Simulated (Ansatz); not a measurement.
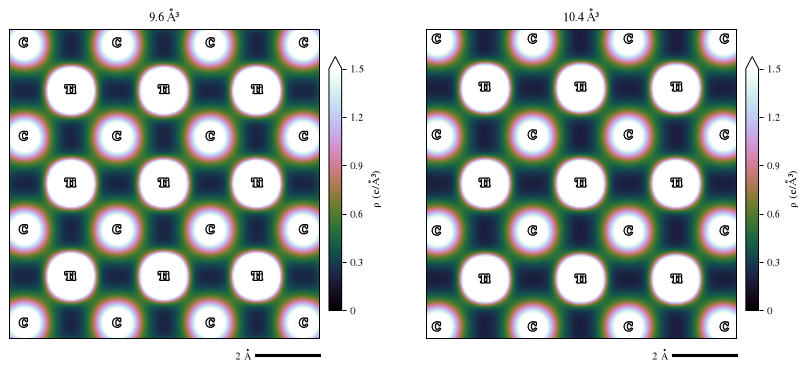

TiC. The valence electron density of cells scaled evenly to different volumes (given per atom above each panel), on the (011) plane of each (indices in the axes of the cell below), at one length scale and on one colour scale.

A structure from a database of computed crystals, not necessarily the ambient phase.

Theory: Ansatz, Kohn-Sham DFT of a periodic cell, r2SCAN with D4, Ansatz PAW.

The largest cell:

```
CELL_PARAMETERS angstrom
0.00000 2.18006 2.18006
2.18006 0.00000 2.18006
2.18006 2.18006 0.00000
ATOMIC_POSITIONS crystal
Ti 0.00000 0.00000 0.00000
C 0.50000 0.50000 0.50000
```

| volume (Å³/atom) | Ti–C contact in the plane (Å) | ρ at its midpoint (e/Å³) | pressure (GPa) | 
| --- | --- | --- | --- |
| 9.55 | 2.122 | 0.560 | 15.5 | 
| 10.16 | 2.166 | ? | ? | 
| 10.36 | 2.180 | 0.503 | −7.3 | 

Q: What values belong in the row with question marks?

A: Over the known rows ln ρ falls by 1.85 per Å of Ti–C distance (the line through the two), which gives 0.516 e/Å³ at 2.166 Å; the calculation gives 0.516 e/Å³. For the pressure, a straight line in volume between the neighbouring rows gives −1.7 GPa; the calculation gives −2.4, lower because pressure rises ever faster on compression.
